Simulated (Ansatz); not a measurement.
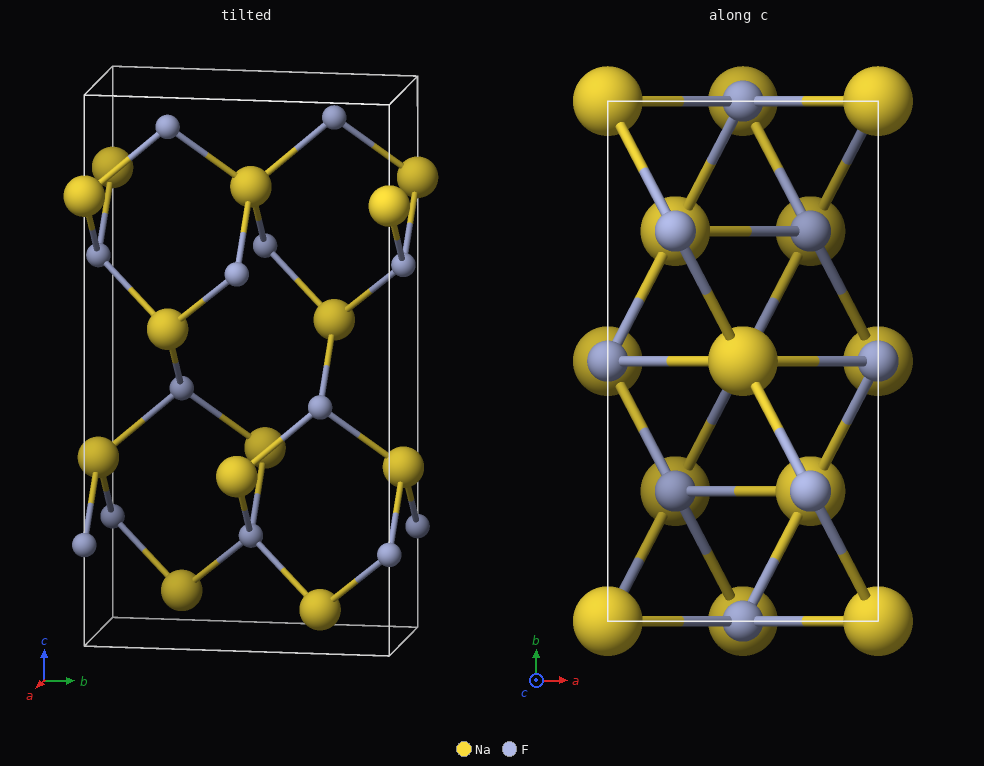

View slightly off an axis and along the c axis, drawn as a ball-and-stick model. Thin lines show the conventional unit cell, with boundary atoms drawn in all their periodic places.

NaF, space group Fdd2 (No. 43), a = 3.300 Å, b = 6.349 Å, c = 11.485 Å, α = 90.00°, β = 90.00°, γ = 90.00°. The initial geometry was a structure type filled with these elements by a generator (whether the compound takes this form wasn't checked). Earlier steps of the study may have refined or changed the cell and positions. A calculation with Ansatz used it as input.

This one geometry was computed with Ansatz (DFT, plane waves, PAW) at four levels of theory: PBE, LDA, r2SCAN and HSE06.

Which level gives the highest pressure at this volume, and what does that say about its equilibrium volume?

Highest: PBE (0.0 GPa), which points to the largest equilibrium volume. Lowest, with the smallest volume: LDA (-4.5 GPa). Levels within 0.5 GPa of each other can't be told apart.

How does the band gap change with the level of theory?

LDA: a gap of 5.08 eV, direct; PBE: a gap of 5.38 eV, direct; r2SCAN: a gap of 6.12 eV, direct; HSE06: a gap of 7.44 eV, direct.

Collect the results in a table.

| level | cutoff (eV) | k-mesh of the run's cell | gap (eV) | pressure (GPa) |
| --- | --- | --- | --- | --- |
| PBE | 420 | 8×8×8 | 5.38 | 0.0 |
| LDA | 420 | 8×8×8 | 5.08 | -4.5 |
| r2SCAN | 500 | 8×8×8 | 6.12 | -2.3 |
| HSE06 | 420 | 6×6×6 | 7.44 | -1.3 |

Gaps are taken on the k-mesh or band path of each run.
